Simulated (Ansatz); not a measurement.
# A series of single points on Zn

System: Zn (C2/c, 2 atoms in the cell).
Method: DFT, RPBE, plane waves (420 eV) with PAW, scalar-relativistic, no spin polarisation (Ansatz 0.2.0).

The 6 runs differ only in the geometry, by an even scaling of the cell at fixed fractional positions.

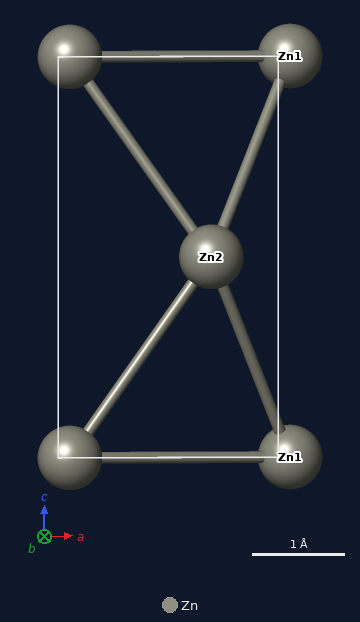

Figure 1. The structure of run 4 (ball-and-stick view of the reduced cell, along the b axis; atoms are numbered from 1 in the order of the input).

## Input of run 4
```yaml
crystal:
  lattice:
    - [-2.0359258811, 1.7057749186, 1.3403427947]
    - [1.7057749186, -2.0359258811, 1.3403427947]
    - [3.4022490932, 3.4022490932, -1.9450148871]
  atoms:
    - { symbol: Zn, position: [0.9463240153, 0.0536759847, 1.0] }
    - { symbol: Zn, position: [0.8036759847, 0.1963240153, 0.5] }
hamiltonian:
  xc: rpbe
  pseudopotentials:
    kind: paw
    azcp:
      Zn: "pseudopotentials/Zn.paw.azcp"
basis:
  ecutwfc: 420
  fft_grid_basis: typed
kpoints:
  mp_grid: { grid: [17, 17, 8], shift: [0, 0, 0] }
magnetization:
  spin_polarized: false
scf:
  occupations: { method: fermi_dirac, width: 0.1 }
  lower_state_search: "off"
output:
  stress: true
```

Command:
```bash
ansatz run input.yaml --threads 2 --pin off --max-ram 5120MiB --backend cpu --events-out ev --progress --plain --runs-dir out
```

Run 5 differs from it as follows:
```diff
-    - [-2.0359258811, 1.7057749186, 1.3403427947]
-    - [1.7057749186, -2.0359258811, 1.3403427947]
-    - [3.4022490932, 3.4022490932, -1.9450148871]
+    - [-2.0888305715, 1.7501004488, 1.3751723635]
+    - [1.7501004488, -2.0888305715, 1.3751723635]
+    - [3.4906584684, 3.4906584684, -1.9955572037]
```

## Results, with one run withheld

| run | volume per atom (Å³) | free energy per atom, from the lowest run given (meV) | pressure (GPa) |
| --- | --- | --- | --- |
| 1 | 13.958 | 57.65 | 11.07 |
| 2 | 14.593 | 23.41 | 6.42 |
| 3 | 15.227 | 5.42 | 2.82 |
| 4 | 15.861 | 0.00 | 0.04 |
| 5 | 17.130 | ? | ? |
| 6 | 17.765 | 33.08 | −4.91 |

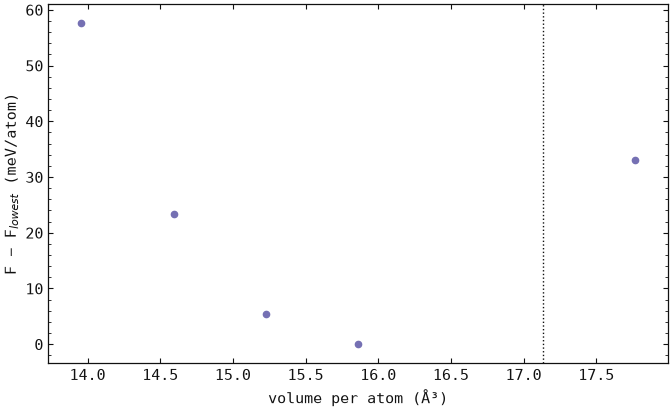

Figure 2. Free energy per atom of the runs given; the dotted line marks run 5.

Fit the runs given and predict run 5.

A cubic polynomial in V^(−2/3) (the Birch–Murnaghan form), fitted to the 5 runs given, misses them by at most 0.02 meV per atom. With x = V^(−2/3) − 0.16160 Å⁻², it reads F = 2.9281 + 1803.9 x + 2.8095e+05 x² + 1.3114e+06 x³ (meV per atom). At run 5 it gives 15.78 meV per atom, and the run itself gives 15.90. The slope of the fit gives a pressure −dF/dV of −3.71 GPa there, and the run prints −3.70 GPa. The fit has its minimum at 15.875 Å³ per atom, where V d²F/dV² gives 60.3 GPa. Cell shape and fractional positions are held, so this is the stiffness under even scaling; the relaxed bulk modulus wasn't computed.

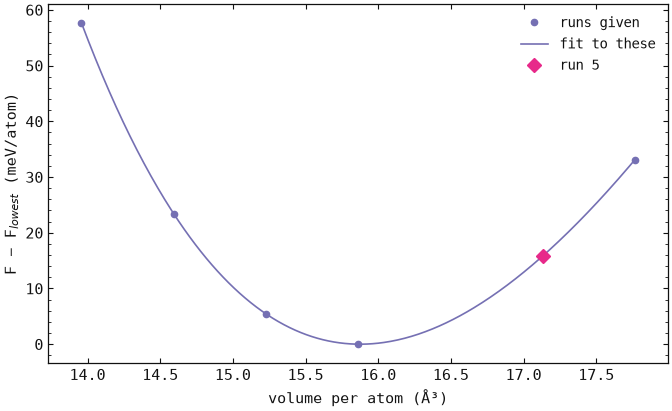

Figure 3. The fit and the withheld run.

## Output, shortened to warnings, some set-up lines, iterations and results (run 5)
```
Basis set: ecut = 420 eV, 655 PW (Γ)
Symmetry: 4 space group operations
k-points: 621 of 2312
Initial density: superposition of atomic densities (neutral atoms: chi_scale 0, normalization atom), corrected by the library's trained network
[...]
SCF iter   1: F=—  HF=-6648.822645 eV  |F-HF|=—  |Δ(HF+E_count)|=         —  Δρ=6.59e-3  dr2=7.02e-3  ethr=1.77e-3  ⟨swp⟩=5.3  Hψ=48076  notcnv=0
SCF iter   2: F=—  HF=-6648.820622 eV  |F-HF|=—  |Δ(HF+E_count)|=   2.02e-3  Δρ=1.67e-3  dr2=6.50e-4  ethr=2.93e-5  ⟨swp⟩=2.0  Hψ=22349  notcnv=0
SCF iter   3: F=—  HF=-6648.819974 eV  |F-HF|=—  |Δ(HF+E_count)|=   6.48e-4  Δρ=7.31e-4  dr2=9.28e-5  ethr=2.71e-6  ⟨swp⟩=2.0  Hψ=17308  notcnv=0
SCF iter   4: F=—  HF=-6648.820029 eV  |F-HF|=—  |Δ(HF+E_count)|=   5.42e-5  Δρ=2.55e-4  dr2=9.64e-6  ethr=3.87e-7  ⟨swp⟩=2.0  Hψ=17418  notcnv=0
SCF iter   5: F=—  HF=-6648.820028 eV  |F-HF|=—  |Δ(HF+E_count)|=   6.98e-7  Δρ=3.09e-5  dr2=1.59e-7  ethr=4.02e-8  ⟨swp⟩=2.0  Hψ=17404  notcnv=0
SCF iter   6: F=-6648.820028 eV  HF=-6648.820028 eV  |F-HF|=1.60e-8  |Δ(HF+E_count)|=   2.70e-9  Δρ=8.60e-6  dr2=1.47e-8  ethr=4.17e-10  ⟨swp⟩=4.1  Hψ=35188  notcnv=0
SCF 1 converged in 6 iterations: F = -6648.820028 eV  dr2 = 1.47e-8
SCF converged after 6 iterations
Free energy (F): -6648.820028 eV
Harris-Foulkes:  -6648.820028 eV  (|F-HF|=1.60e-8)
Internal energy: -6648.799771 eV  (E = F + TS)
E sigma→0 (E₀):  -6648.809899 eV
Entropy (-TS):   -0.020257 eV (-10.128 meV/atom)
Fermi energy:    9.519814 eV
--- Per-component energies (eV) ---
  E_band       = 67.315774
  E_kinetic    = 259.370268
  E_local      = -3227.890677  (includes V_loc(G=0)·N_el)
  E_nonlocal   = 1222.957486
  E_hartree    = 1350.572266
  E_xc         = -274.332602
  E_vxc        = -101.752423  (∫ρ·V_xc dr)
  E_paw        = -3662.256988  (= ΣΔE_a)
  E_vpaw       = -786.521396  (= ΣTr[D̂ρ^β])
  E_aug_tail   = -0.000693  (compensation charges beyond the density's cutoff)
  E_ewald      = -2317.070841
  E_core_change = -0.147990  (= ΣΔE_core)
  E_smearing   = -0.020257  (= −TS)
  E_closure    = -0.000000  (closes the sum)
  Σ components = -6648.820028   (vs F -6648.820028, Δ=0.00e0)
--- Stress (GPa, compression-positive) ---
       -3.530311      -0.138125       0.091701
       -0.138125      -3.530311       0.091701
        0.091701       0.091701      -4.048370
  P = ⅓ Tr σ = -3.7030 GPa (-37.030 kbar)
```
